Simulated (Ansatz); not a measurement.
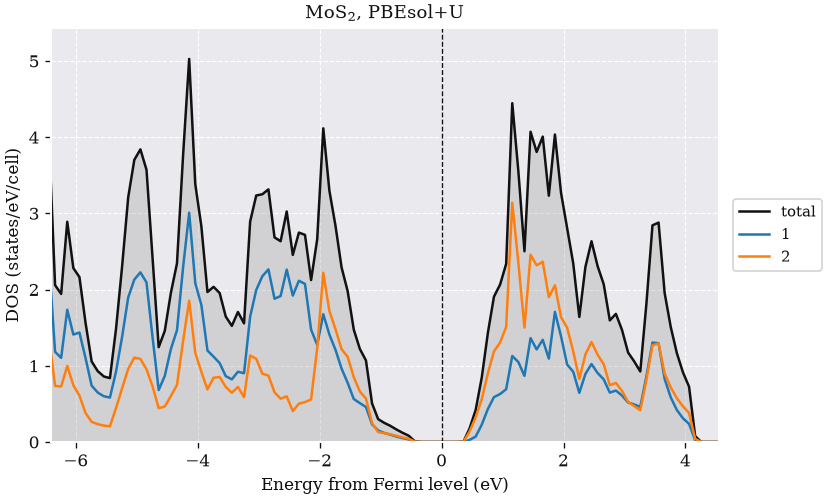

Density of states. Energies are counted from the Fermi level. The partial curves are projected on Löwdin-orthogonalised atomic shells.

The material is MoS₂, space group R3m, 3 atoms in the primitive cell; a = 3.160 Å, c = 18.450 Å (hexagonal axes).

Level of theory: PBEsol, Mo d U = 4 eV, Ansatz PAW, no spin polarisation, no spin-orbit coupling, 10×10×10 k mesh in the self-consistent step, 420 eV cutoff, Fermi-Dirac smearing of 0.05 eV; code Ansatz 0.2.0.

Assign each number in the legend. The candidates: Mo d, S p.

Answer. 1 is S p; 2 is Mo d.

Is there a gap at the Fermi level, and how wide?

Answer. There is a gap; over the k points computed it is 0.95 eV.

The density of states comes from the program's own step for it, whose mesh and broadening can differ from those of the self-consistent step. Spin-orbit coupling is left out, which matters for Mo. The PAW data sets were made with another functional.
